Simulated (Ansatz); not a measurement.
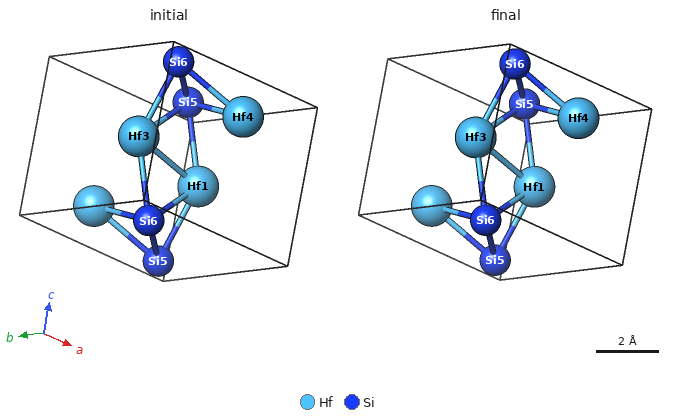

The structure of a crystal of Hf$_{2}$Si (set up in I4/mcm) before (left) and after (right) a relaxation, at one scale.

The picture is a ball-and-stick view of the cell of the calculation, seen from a free direction.

Case: relaxed at 8 GPa.

The calculation used DFT LDA, scalar-relativistic, plane waves, PAW in Ansatz 0.2.0.

Input
```yaml
crystal:
  lattice:
    - [-3.2219245774, 3.2219245774, 2.5576866569]
    - [3.2219245774, -3.2219245774, 2.5576866569]
    - [3.2219245774, 3.2219245774, -2.5576866569]
  atoms:
    - { symbol: Hf, position: [0.8429859662, 0.6570140338, 0.5] }
    - { symbol: Hf, position: [0.3429859662, 0.8429859662, 0.1859719324] }
    - { symbol: Hf, position: [0.1570140338, 0.3429859662, 0.5] }
    - { symbol: Hf, position: [0.6570140338, 0.1570140338, 0.8140280676] }
    - { symbol: Si, position: [0.75, 0.75, 0.0] }
    - { symbol: Si, position: [0.25, 0.25, 0.0] }
basis:
  ecutwfc: 420
kpoints:
  mp_grid: { grid: [10, 10, 10] }
hamiltonian:
  xc: lda
scf:
  occupations: { method: fermi_dirac, width: 0.15 }
output:
  forces: true
  stress: true
  eigenvalues: true
relax:
  adjacent_minimum: "off"
  f_tol: 0.001
  max_steps: 60
  cell: { stress_tol: 0.02, p_target: 8.0 }
```

Launched with:
```bash
ansatz run input.yaml --threads 2 --pin off --max-ram 6144MiB --backend cpu --events-out ev --progress --plain --runs-dir out
```

**What changed between the two?**

The energy rises by 0.118 eV per cell of the calculation in 4 accepted moves (7 points after the start). With the target pressure of 8 GPa, the enthalpy E + pV changes by −0.127 eV per cell of the calculation. Largest force component: 0.00024 eV/Å at the start, 0.00049 eV/Å at the end. Pressure: 0.00 GPa at the start and 8.00 GPa at the end. The line search rejected the trial step at point 1 of the run. The SCF was repeated twice at an unchanged geometry on a basis and grid sized afresh for the cell, which shifted the energy by 1.1 meV per cell of the calculation at most. No atom moves by more than 0.005 Å relative to the cell. The volume changes by −4.6 %, with a = b = c 5.225 → 5.143 Å (−1.6 %). Near-neighbour distances that change, for instance: Hf1–Hf2 3.438 → 3.384 Å, Hf1–Hf2 (another image) 3.261 → 3.209 Å, Hf1–Hf3 2.862 → 2.809 Å, Hf1–Hf3 (another image) 3.068 → 3.025 Å. The space group stays I4/mcm (No. 140). The run took 2.2 min on 2 threads of Oxide Virtual Turin-like Processor (Zen 5), on a shared host, peak memory 0.84 GiB.
